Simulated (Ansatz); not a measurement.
**Sn: density, localisation and related maps**

```
Sn
1.0
     5.38787    0.00000    0.00000
     0.00000    5.38787    0.00000
     0.00000    0.00000    3.80998
Sn
4
Direct
  0.00000 0.50000 0.25000
  0.50000 0.00000 0.75000
  0.00000 0.00000 0.00000
  0.50000 0.50000 0.50000
```

Space group I4₁/amd; a structure from a database of computed crystals, not necessarily the ambient phase; computed pressure about 4 GPa in this cell.

Level of theory: DFT r2SCAN, scalar-relativistic, plane waves, PAW in Ansatz.

Core electrons are frozen (PAW), and the valence fields are smoothed inside the atomic spheres.

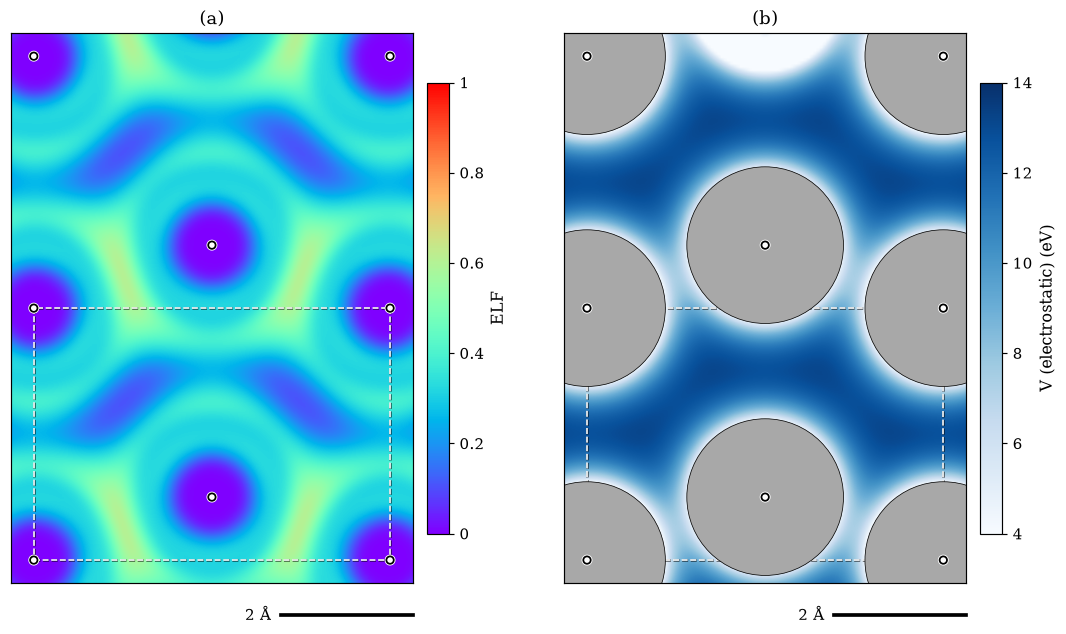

Figure 1. (a) electron localisation function; (b) electrostatic potential energy of an electron on the (010) plane of the conventional cell. Circles mark the nuclei in the plane (Sn). Grey discs cover the atomic cores in the potential map.

**What do the fields say about this system?**

The section cuts through Sn sites. Sn–Sn (2.86 Å): the ELF peaks at about 0.60 between the atoms. Outside the cores the potential energy rises away from the atoms and is highest about 2.0 Å from the nearest atoms; its zero is arbitrary.

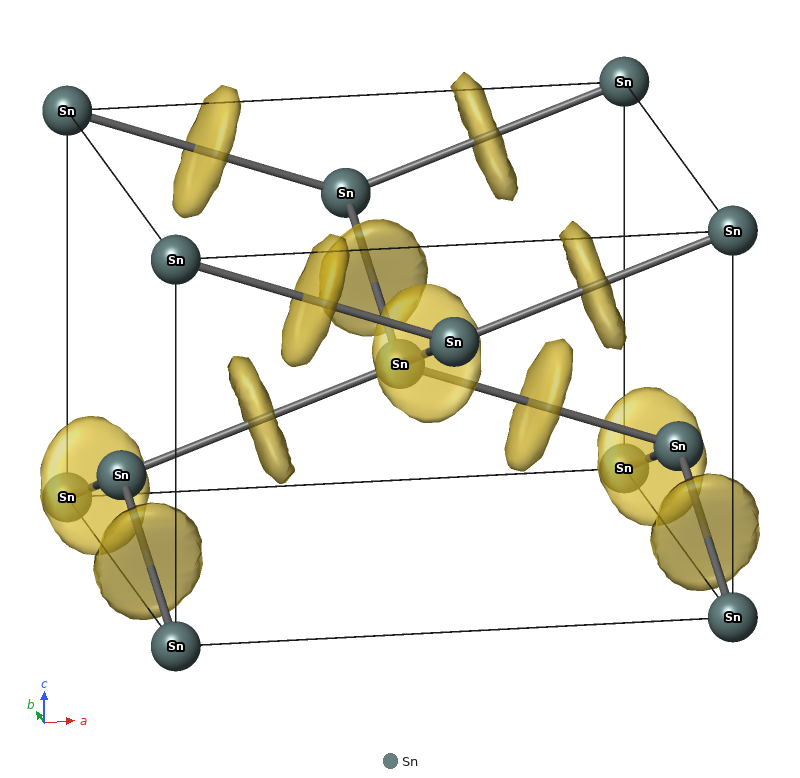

Figure 2. Isosurface of the ELF at 0.55 (yellow), seen slightly off an axis. Only the valence region is drawn (cores and ρ < 0.01 e/Å³ removed). Sticks mark near contacts.

**Describe the localisation domains.**

The surface consists of eight regions between bonded Sn–Sn atoms, counted in one cell of 4 atoms. Any copies at cell faces, edges or corners count once.

**Metal or insulator at this level of theory?**

It is metallic or semimetallic at this level of theory: no gap opens.
